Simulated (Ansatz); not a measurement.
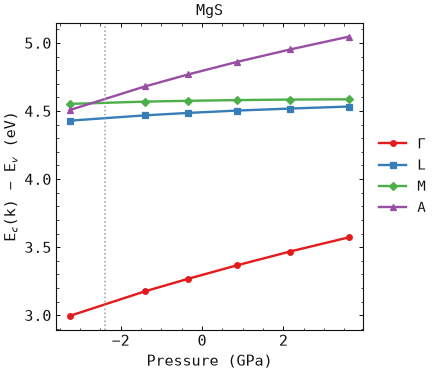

Lowest conduction level at each named k point, counted from the valence-band top at Γ. One run is left out (dotted line).

System: wurtzite MgS, space group P6_3mc, 4 atoms in the cell. The cell is scaled at fixed shape and fractional positions. At 22.67 Å³/atom, a = 4.035 Å, c = 6.432 Å (hexagonal axes). Level of theory: PBEsol, all-electron LAPW, no spin polarisation, no spin-orbit coupling, 8×8×4 k mesh; code Ansatz.

```
pressure  Γ (eV)  L (eV)  M (eV)  A (eV)  volume (Å³/atom)
−3.3 GPa    3.00    4.43    4.55    4.51             24.03
−1.4 GPa    3.17    4.47    4.57    4.68             23.12
−0.3 GPa    3.27    4.49    4.58    4.77             22.67
 0.9 GPa    3.37    4.50    4.58    4.86             22.22
 2.2 GPa    3.47    4.52    4.58    4.95             21.76
 3.6 GPa    3.57    4.53    4.59    5.05             21.31
```

**Fill in the row for −2.4 GPa.**

Fits through the other points give 3.08 eV at Γ (a parabola), 4.45 eV at L (a straight line), 4.56 eV at M (a straight line) and 4.59 eV at A (a parabola). The run itself gives 3.08, 4.45, 4.56 and 4.59 eV, within 0.01 eV of the estimates.

LDA, GGA and most meta-GGA functionals understate gaps. The usual form of MgS is rocksalt.
